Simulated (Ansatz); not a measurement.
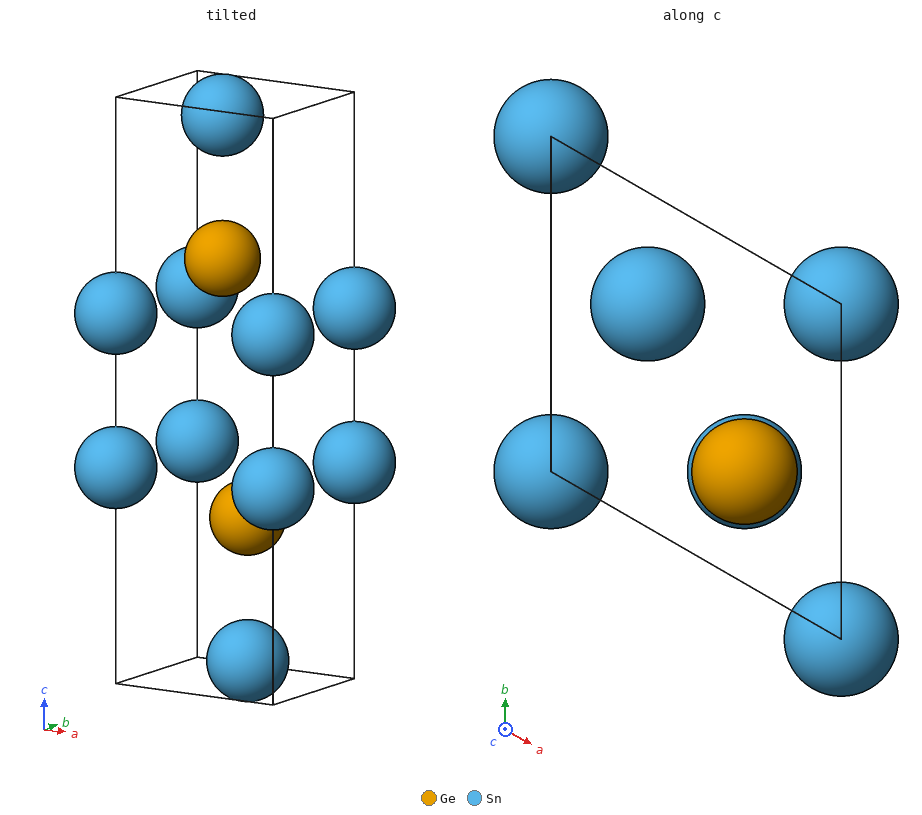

The image is a spheres-only drawing of a crystal, viewed slightly off an axis and along the c axis. Thin lines show the conventional unit cell, with boundary atoms drawn in all their periodic places.

Sn2Ge, space group P-3m1 (No. 164), a = 4.455 Å, b = 4.455 Å, c = 10.844 Å, α = 90.00°, β = 90.00°, γ = 120.00°. The cell started as a structure type filled with these elements by a generator (whether the compound takes this form wasn't checked). Earlier steps of the study may have refined or changed the cell and positions. It was run through Ansatz as a DFT input.

This one geometry was computed with Ansatz (DFT, plane waves, PAW) at four levels of theory: PBE with spin-orbit coupling, r2SCAN, PBE and HSE06. It was relaxed beforehand with r2SCAN.

> Which level gives the highest pressure at this volume, and what does that say about its equilibrium volume?

Highest: PBE with spin-orbit coupling (1.8 GPa) and PBE (1.9 GPa), which points to the largest equilibrium volume. Lowest, with the smallest volume: r2SCAN (0.0 GPa) and HSE06 (-0.1 GPa). Levels within 0.5 GPa of each other can't be told apart.

> How does the band gap change with the level of theory?

All levels give a metal.

> Collect the results in a table.

| level | cutoff (eV) | k-mesh of the run's cell | gap (eV) | pressure (GPa) |
| --- | --- | --- | --- | --- |
| PBE with spin-orbit coupling | 420 | 6×6×2 | metal | 1.8 |
| r2SCAN | 500 | 6×6×2 | metal | 0.0 |
| PBE | 420 | 6×6×2 | metal | 1.9 |
| HSE06 | 420 | 6×6×2 | metal | -0.1 |

Gaps are taken on the k-mesh or band path of each run.
